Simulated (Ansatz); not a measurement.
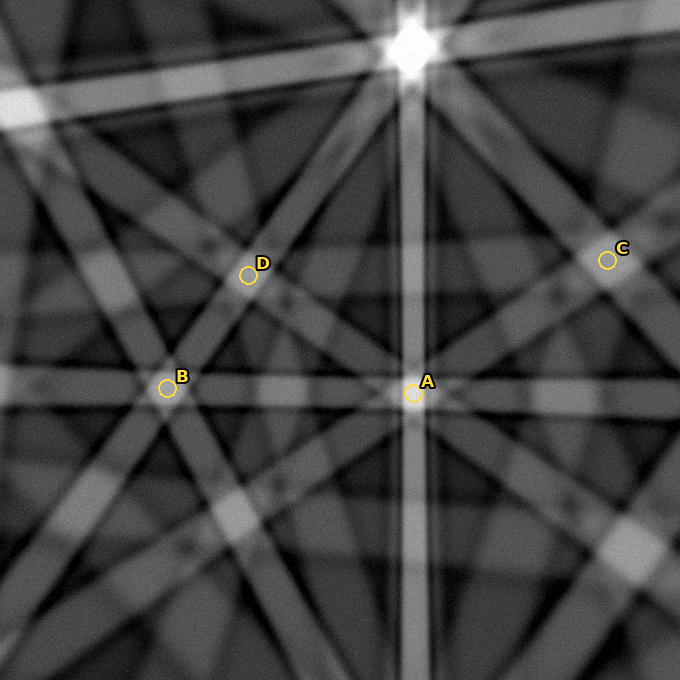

Simulated Kikuchi (electron backscatter) pattern at 10 kV: kinematic bands of width 2θ(Bragg) in gnomonic projection, seen from the camera side; the frame spans ±42° from its centre. Crystal: Ni, space group Pm-3m (No. 221), a = 2.324 Å. Structure: the input geometry of an electronic-structure calculation (not necessarily at equilibrium); the starting structure was generated, so it need not be a known form of this composition.

Pole A is [110] and pole B is [11-1].

Index the poles C and D.

Answer. C is [211], 30.0° from A and 61.9° from B. D is [21-1], 30.0° from A and 19.5° from B.

Which band joins A and B, and how wide is it?

Answer. It comes from the planes common to both zones. The strongest order is 1 -1 0 with d = 1.643 Å, so the band is 2θ = 4.3° wide (λ = 0.1220 Å).
